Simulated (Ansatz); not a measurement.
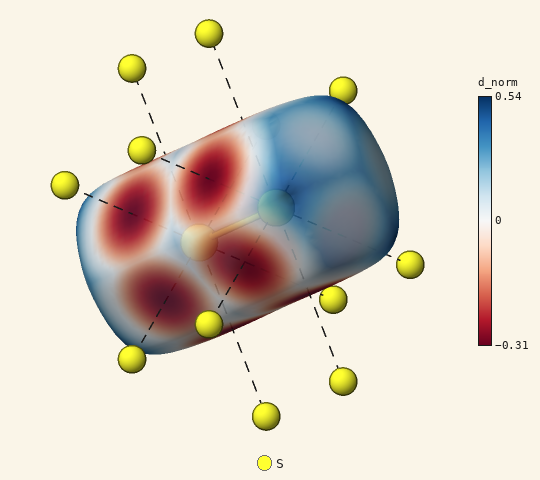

Hirshfeld surface computed for the S₂ molecule in S (R-3m), coloured by d_norm. Dashed lines lead to the closest neighbours outside.

The surface is where the fragment's share of the procrystal density (the sum of the densities of spherically averaged neutral Hartree-Fock atoms) equals one half. d_i and d_e are the distances from the surface to the nearest nucleus inside and outside; d_norm adds both, each measured against its van der Waals radius (Alvarez: S 1.89 Å), so red marks contacts shorter than the sum of radii, white equal and blue longer.

The cell is taken from coordinates from a relaxation with Ansatz, DFT, PAW plane waves, pbe; the starting structure was generated, so it need not be a known form of this composition.

```cif
data_structure
_symmetry_space_group_name_H-M 'P 1'
_symmetry_Int_Tables_number 1
_cell_length_a 3.2002
_cell_length_b 3.2002
_cell_length_c 16.6030
_cell_angle_alpha 90.000
_cell_angle_beta 90.000
_cell_angle_gamma 120.000
_cell_volume 147.26
loop_
_atom_site_label
_atom_site_type_symbol
_atom_site_fract_x
_atom_site_fract_y
_atom_site_fract_z
_atom_site_occupancy
S1 S 0.33333 0.66667 0.72368 1
S2 S 0.00000 0.00000 0.94299 1
S3 S 0.00000 0.00000 0.05701 1
S4 S 0.66667 0.33333 0.27632 1
S5 S 0.66667 0.33333 0.39034 1
S6 S 0.33333 0.66667 0.60966 1
```

Question: Which contact with the surroundings is the closest relative to the atoms' sizes?

Answer: S···S at 3.20 Å, 85 % of the sum of the van der Waals radii.

Question: How is the surface shared among contacts (both directions of a pair summed)?

Answer: S···S 100 %.

Question: Give the size and shape of the surface.

Answer: It encloses about 44.7 Å³, has an area of about 67 Å² and a globularity of 0.91 (1 for a sphere).
